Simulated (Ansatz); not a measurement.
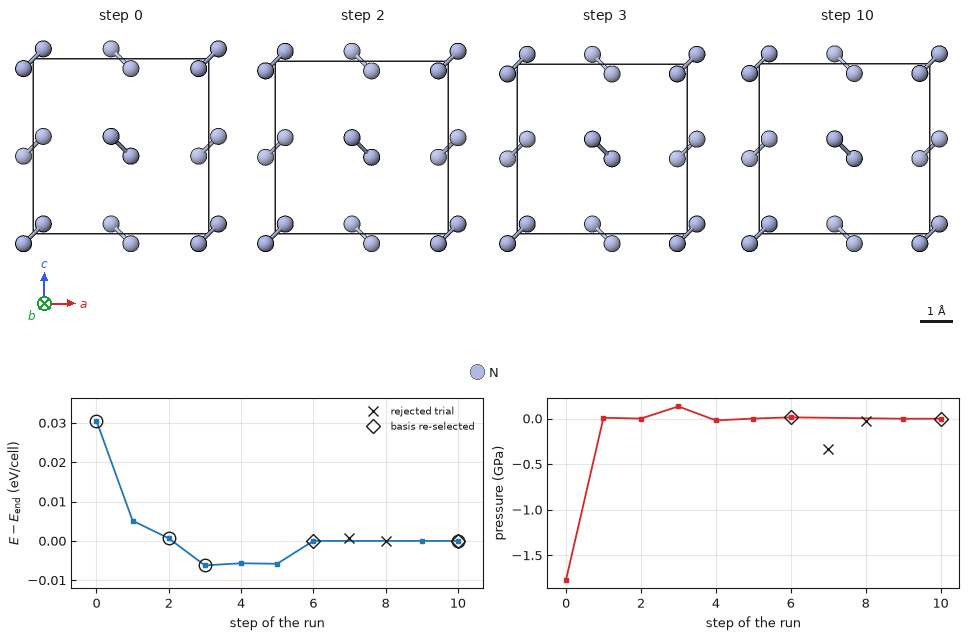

Frames of a relaxation of crystalline N (built on the database structure type), marked on the history of the run. Style: ball-and-stick. Shown: the cell of the calculation, along the b axis.

The calculation used DFT, r2SCAN+rVV10, plane waves, PAW in Ansatz 0.2.0.

Input file:
```yaml
crystal:
  lattice:
    - [5.6360736419, 0.0, 0.0]
    - [0.0, 5.6360736419, 0.0]
    - [0.0, 0.0, 5.6360736419]
  atoms:
    - { symbol: "N", position: [0.0564159592, 0.0564159592, 0.0564159592] }
    - { symbol: "N", position: [0.4435840408, 0.9435840408, 0.5564159592] }
    - { symbol: "N", position: [0.5564159592, 0.4435840408, 0.9435840408] }
    - { symbol: "N", position: [0.9435840408, 0.5564159592, 0.4435840408] }
    - { symbol: "N", position: [0.9435840408, 0.9435840408, 0.9435840408] }
    - { symbol: "N", position: [0.5564159592, 0.0564159592, 0.4435840408] }
    - { symbol: "N", position: [0.4435840408, 0.5564159592, 0.0564159592] }
    - { symbol: "N", position: [0.0564159592, 0.4435840408, 0.5564159592] }
kpoints:
  mp_grid: { grid: [4, 4, 4] }
hamiltonian:
  xc: r2scan
  dispersion: rvv10
scf:
  occupations: { method: fermi_dirac, width: 0.02 }
relax:
  f_tol: 0.005
  cell: {}
```

Launched with:
```bash
ansatz run input.yaml --threads 4 --pin off --max-ram 6451MiB --backend cpu --events-out ev --progress --plain --runs-dir out
```

Question: What happens along the run?

Answer: After 6 accepted moves (10 points after the start) the energy has fallen by 30.5 meV per cell of the calculation. The largest force component goes from 0.69 to 0.00029 eV/Å. The pressure goes from −1.77 to 0.00 GPa. The line search rejected the trial steps at points 7, 8 of the run. At 2 points the geometry stayed and the basis and grid were re-selected for the new cell (energy shift of 5.8 meV per cell of the calculation at most each time). The largest moves relative to the cell, 0.011 Å, are those of 8 atoms (N1, N2, N3, N4 and others). N5 goes along [−1 −1 −1]. The drawn cell changes as follows: a = b = c 5.636 → 5.478 Å (−2.8 %); the volume changes by −8.2 %. Among the contacts that change: N1–N5 1.101 → 1.093 Å. The space group stays Pa-3 (No. 205). From step 0 to 2: volume −3.9 %, energy −29.9 meV per cell of the calculation. From step 2 to 3: volume −5.3 %, energy −6.9 meV per cell of the calculation. From step 3 to 10: volume +0.9 %, energy +6.2 meV per cell of the calculation.
